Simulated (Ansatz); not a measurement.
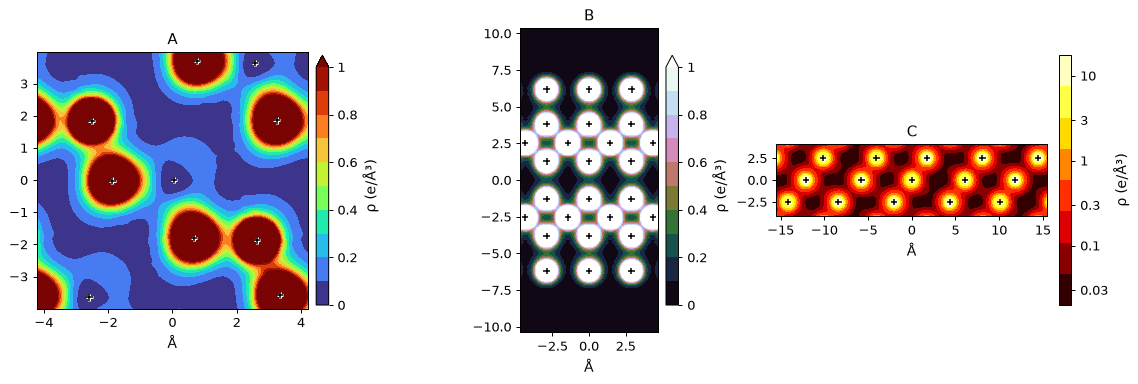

The valence electron density of 3 systems, each on a plane through atoms (crosses mark nuclei in the plane).

Method: DFT PBEsol, scalar-relativistic, plane waves, PAW in Ansatz 0.2.0.

System 1: Bi2Te3, the (110) plane of the conventional cell. Space group R-3m.

System 2: Cu5O6 (slab), the (010) plane of the calculation cell, a cut from vacuum to vacuum. Computed without spin polarisation.

```xyz
11
Lattice="2.8941 0.0000 0.0000 0.0117 2.8941 0.0000 0.0000 0.0000 27.7301" Properties=species:S:1:pos:R:3 pbc="T T T"
O     1.4530    1.4477    7.6793
Cu    1.4476    0.0007    8.7829
O     1.4537    1.4477   10.0521
Cu    0.0067    1.4479   11.3200
O     1.4537    1.4481   12.5914
Cu    1.4481    0.0010   13.8650
O     1.4541    1.4481   15.1387
Cu    0.0071    1.4483   16.4101
O     1.4541    1.4484   17.6779
Cu    1.4486    0.0014   18.9471
O     1.4548    1.4484   20.0508
```

System 3: Al4Ga11N16 (cell charge −3, with a compensating background) (cell with a defect), the (010) plane of the calculation cell. The program warned that a starting moment wasn't kept; spin-polarised, but the moments vanished.

```cif
data_structure
_symmetry_space_group_name_H-M 'P 1'
_symmetry_Int_Tables_number 1
_cell_length_a 7.7382
_cell_length_b 7.7382
_cell_length_c 7.7382
_cell_angle_alpha 109.471
_cell_angle_beta 109.471
_cell_angle_gamma 109.471
_cell_volume 356.69
loop_
_atom_site_label
_atom_site_type_symbol
_atom_site_fract_x
_atom_site_fract_y
_atom_site_fract_z
_atom_site_occupancy
Al1 Al 0.99957 0.49568 0.50000 1
Al2 Al 0.49568 0.99957 0.50000 1
Al3 Al 0.50043 0.50043 0.99611 1
Al4 Al 0.00432 0.00432 0.00389 1
Ga1 Ga 0.75000 0.75000 0.50000 1
Ga2 Ga 0.75000 0.25000 0.00000 1
Ga3 Ga 0.25000 0.75000 0.00000 1
Ga4 Ga 0.24920 0.49340 0.25175 1
Ga5 Ga 0.75835 0.00660 0.25580 1
Ga6 Ga 0.74165 0.49744 0.74825 1
Ga7 Ga 0.25080 0.00256 0.74420 1
Ga8 Ga 0.49744 0.74165 0.74825 1
Ga9 Ga 0.00256 0.25080 0.74420 1
Ga10 Ga 0.00660 0.75835 0.25580 1
Ga11 Ga 0.49340 0.24920 0.25175 1
N1 N 0.51830 0.51830 0.77494 1
N2 N 0.99807 0.99807 0.75232 1
N3 N 0.99769 0.49840 0.25361 1
N4 N 0.49840 0.99769 0.25361 1
N5 N 0.50193 0.75425 0.50000 1
N6 N 0.98170 0.25664 0.50000 1
N7 N 0.00160 0.75521 0.99928 1
N8 N 0.50231 0.25593 0.00072 1
N9 N 0.75425 0.50193 0.50000 1
N10 N 0.25664 0.98170 0.50000 1
N11 N 0.25593 0.50231 0.00072 1
N12 N 0.75521 0.00160 0.99928 1
N13 N 0.24336 0.24336 0.22506 1
N14 N 0.74575 0.74575 0.24768 1
N15 N 0.74479 0.24407 0.74639 1
N16 N 0.24407 0.74479 0.74639 1
```

Q: Which map belongs to which system?

A: Panel A is system 3, Al4Ga11N16: the plane holds Al, Ga and N. Al–N (1.81 Å): ρ is about 0.8 e/Å³ halfway. Panel B is system 2, Cu5O6: the plane holds O and Cu. Cu–O (1.92 Å): ρ is about 0.7 e/Å³ halfway. Panel C is system 1, Bi2Te3: the plane holds Bi and Te. Bi–Te (3.06 Å): ρ is about 0.29 e/Å³ halfway.
